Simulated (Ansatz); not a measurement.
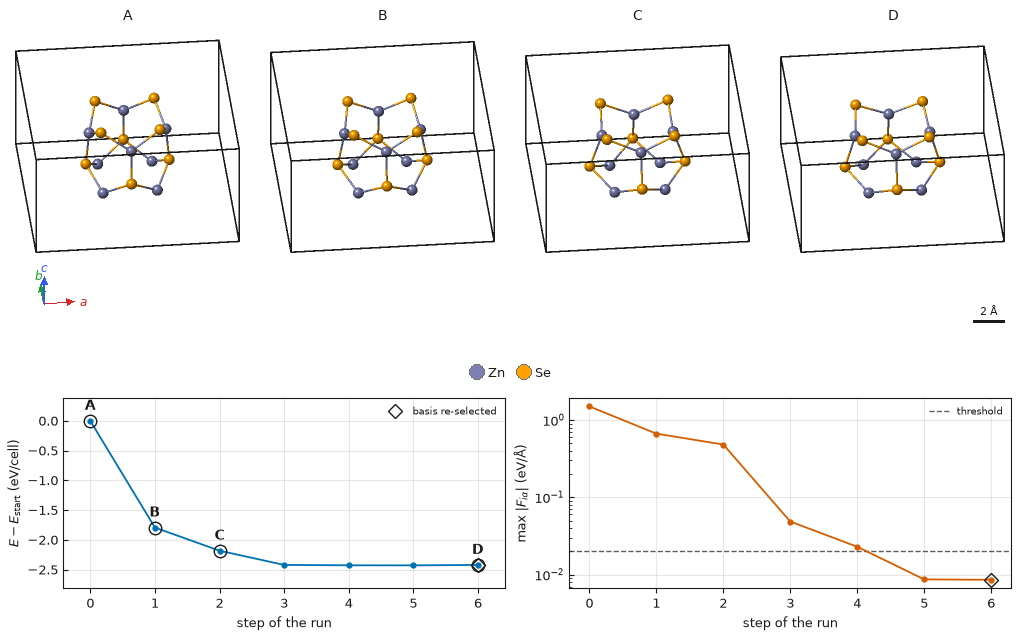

Frames of a relaxation of a wire of composition ZnSe, marked on the history of the run. Style: ball-and-stick. Shown: the cell of the calculation, with the vacuum cut short, from a free direction.

Case: (4,0) tube.

These are results of DFT PBE, scalar-relativistic, plane waves, PAW (Ansatz 0.2.0), not measurements.

Input
```yaml
crystal:
  lattice:
    - [13.9, 0.0, 0.0]
    - [0.0, 14.2, 0.0]
    - [0.0, 0.0, 7.0826552435]
  atoms:
    - { symbol: Zn, position: [0.6794406371, 0.5, 0.6666666667] }
    - { symbol: Zn, position: [0.5, 0.6756496377, 0.6666666667] }
    - { symbol: Zn, position: [0.6268836913, 0.62420305, 0.1666666667] }
    - { symbol: Zn, position: [0.3205593629, 0.5, 0.6666666667] }
    - { symbol: Zn, position: [0.3731163087, 0.62420305, 0.1666666667] }
    - { symbol: Zn, position: [0.5, 0.3243503623, 0.6666666667] }
    - { symbol: Zn, position: [0.3731163087, 0.37579695, 0.1666666667] }
    - { symbol: Zn, position: [0.6268836913, 0.37579695, 0.1666666667] }
    - { symbol: Se, position: [0.6379759556, 0.6350609706, 0.8333333333] }
    - { symbol: Se, position: [0.6951274676, 0.5, 0.3333333333] }
    - { symbol: Se, position: [0.3620240444, 0.6350609706, 0.8333333333] }
    - { symbol: Se, position: [0.5, 0.6910050564, 0.3333333333] }
    - { symbol: Se, position: [0.3620240444, 0.3649390294, 0.8333333333] }
    - { symbol: Se, position: [0.3048725324, 0.5, 0.3333333333] }
    - { symbol: Se, position: [0.6379759556, 0.3649390294, 0.8333333333] }
    - { symbol: Se, position: [0.5, 0.3089949436, 0.3333333333] }
basis:
  ecutwfc: 420
kpoints:
  mp_grid: { grid: [1, 1, 7] }
hamiltonian:
  xc: pbe
scf:
  occupations: { method: gaussian, width: 0.05 }
output:
  forces: true
  stress: true
  eigenvalues: true
  populations: true
  write_density: true
  write_potential: true
  elf: true
  volumetric_format: npy
relax:
  adjacent_minimum: "off"
  f_tol: 0.02
  max_steps: 45
  cell: { fix: [a, b, alpha, beta, gamma], stress_tol: 0.03 }
```

Launched with:
```bash
ansatz run input.yaml --threads 4 --pin off --max-ram 11264MiB --backend cpu --events-out ev --progress --plain --runs-dir out
```

Q: What happens along the run?

A: Over 5 accepted moves (6 points after the start) the energy falls by 2.420 eV per cell of the calculation. The largest force component goes from 1.5 to 0.0086 eV/Å. The SCF was repeated once at an unchanged geometry on a basis and grid sized afresh for the cell, which shifted the energy by 6.8 meV per cell of the calculation at most. The largest moves relative to the centre of the atoms, 0.37 Å, are those of 8 atoms (Se9, Se10, Se11, Se12 and others). By element the largest moves are Se 0.37 Å, Zn 0.09 Å. Along the periodic axis the drawn cell goes c 7.083 → 6.637 Å (−6.3 %). Near-neighbour distances that change, for instance: Zn1–Se15 2.325 → 2.404 Å, Zn1–Se10 2.371 → 2.416 Å. Among the angles between lasting bonds that change: Se10–Zn8–Se16 111.2° → 129.7°, Zn1–Se10–Zn3 117.9° → 104.1°, Zn3–Se10–Zn8 98.7° → 91.0°. Cost: 9.2 min on 4 threads of AMD EPYC (Zen 3), with other jobs on the host, peak memory 3.3 GiB. From step 0 to 1: Se atoms move most (0.19 Å), energy −1.793 eV per cell of the calculation. From step 1 to 2: Se atoms move most (0.19 Å), energy −0.389 eV per cell of the calculation. From step 2 to 6: Zn atoms move most (0.12 Å), energy −0.239 eV per cell of the calculation.
